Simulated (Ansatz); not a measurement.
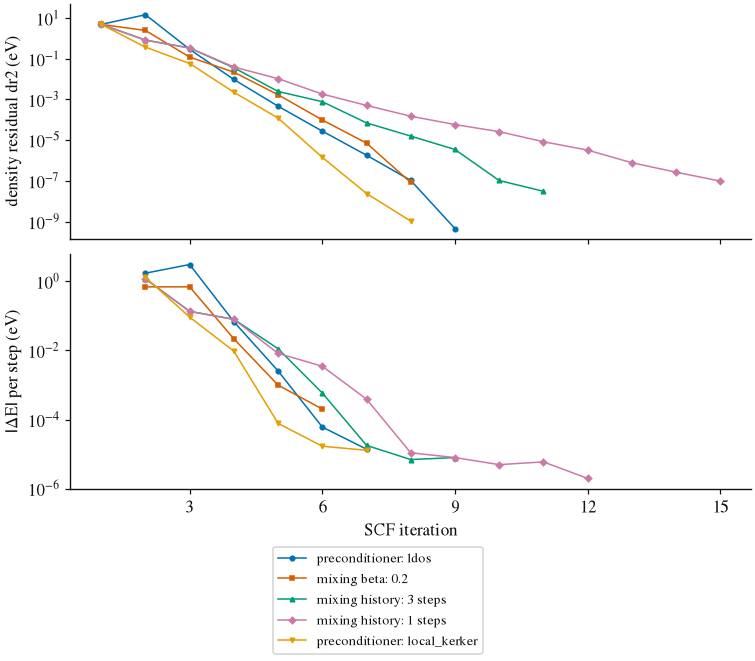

Convergence of one system under several settings.
System: Ti$_{2}$O (P-3m1, 3 atoms in the cell).
Method: DFT PBEsol, scalar-relativistic, plane waves, PAW in Ansatz; cutoff 420 eV, 18×18×10 k-mesh, Gaussian smearing of 0.1 eV.

Which runs converged, and in how many iterations?

Answer. “mixing beta: 0.2” converged in 8 iterations. “preconditioner: local_kerker” converged in 8 iterations. “preconditioner: ldos” converged in 9 iterations. “mixing history: 3 steps” converged in 11 iterations. “mixing history: 1 steps” converged in 15 iterations.

The converged runs agree in energy within 1 meV per atom.
